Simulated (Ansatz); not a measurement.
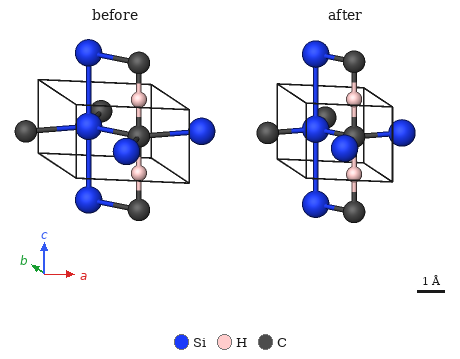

The structure of a crystal of SiHC (a generated structure, set up in P-6m2) (coarse preliminary run) before (left) and after (right) a relaxation, at one scale.

The picture is a ball-and-stick view of the cell of the calculation, seen slightly off an axis.

Method: Ansatz, DFT PBE, scalar-relativistic, plane waves, PAW.

The input:
```yaml
crystal:
  lattice:
    - [4.26840534, 0.0, 0.0]
    - [-2.13420267, 3.69654746, 0.0]
    - [0.0, 0.0, 2.80196559]
  atoms:
    - { symbol: Si, position: [0.33333333, 0.66666667, 0.5] }
    - { symbol: H, position: [0.66666667, 0.33333333, 0.0] }
    - { symbol: C, position: [0.66666667, 0.33333333, 0.5] }
basis:
  ecutwfc: 420
kpoints:
  mp_grid: { grid: [6, 6, 6] }
hamiltonian:
  xc: pbe
scf:
  occupations: { method: gaussian, width: 0.1 }
  lower_state_search: "off"
output:
  forces: true
  stress: true
  eigenvalues: true
relax:
  adjacent_minimum: "off"
  f_tol: 0.04
  max_steps: 70
  cell: { stress_tol: 0.4 }
```

Run as
```bash
ansatz run input.yaml --threads 1 --pin off --max-ram 2560MiB --backend cpu --events-out ev --progress --plain --runs-dir out
```

**Describe what moved and what it gained.**

No atom moves by more than 0.005 Å relative to the cell. The volume changes by −40.4 %, with a = b 4.268 → 3.260 Å (−23.6 %), c 2.802 → 2.862 Å (+2.2 %). Near-neighbour distances that change, for instance: Si1–C3 2.464 → 1.882 Å, Si1–Si1 2.802 → 2.862 Å, H2–C3 1.401 → 1.431 Å. The space group stays P-6m2 (No. 187). Over 11 accepted moves (14 points after the start) the energy falls by 801 meV per atom. All forces vanish by symmetry, so only the cell relaxes. Pressure: −21.23 GPa at the start and 0.00 GPa at the end. The line search rejected the trial step at point 10 of the run. At 2 points the geometry stayed and the basis and grid were re-selected for the new cell (energy shift of 1.4 meV per atom at most each time). The run took 30 s on 1 thread of Intel(R) Xeon(R) Processor @ 2.70GHz, on a shared host, peak memory 0.33 GiB.

Limits of the set-up: the k-point mesh is coarse for a cell with partly filled bands.
